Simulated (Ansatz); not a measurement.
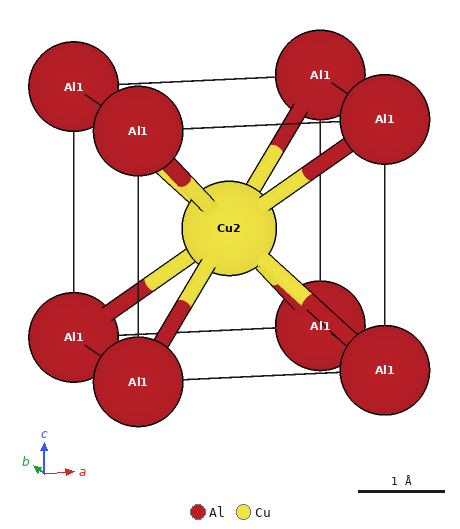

The starting point is a symmetric starting cell of AlCu. A ball-and-stick model of the cell of the calculation, seen slightly off an axis.

Method: Ansatz 0.2.0, DFT LDA, scalar-relativistic, plane waves, PAW. (plane-wave cutoff 420 eV; k-point mesh 14 × 14 × 14; occupations gaussian; smearing width 0.1 eV; no spin polarisation)

Now this is done to it. All lengths are scaled by +0.8 % (volume +2.5 %), the atoms keeping their fractional coordinates. No relaxation follows. The starting cell wasn't computed here and needn't be at equilibrium, so pressure and forces aren't due to the change alone.

### What does the calculation give for the changed structure?

The pressure is −10.9 GPa (not all of it need come from the change, since the unchanged cell can be under pressure at this level too). All forces vanish by symmetry. Near-neighbour distances before and after: Al–Cu 2.596 → 2.618 Å. The space group stays Pm-3m (No. 221).
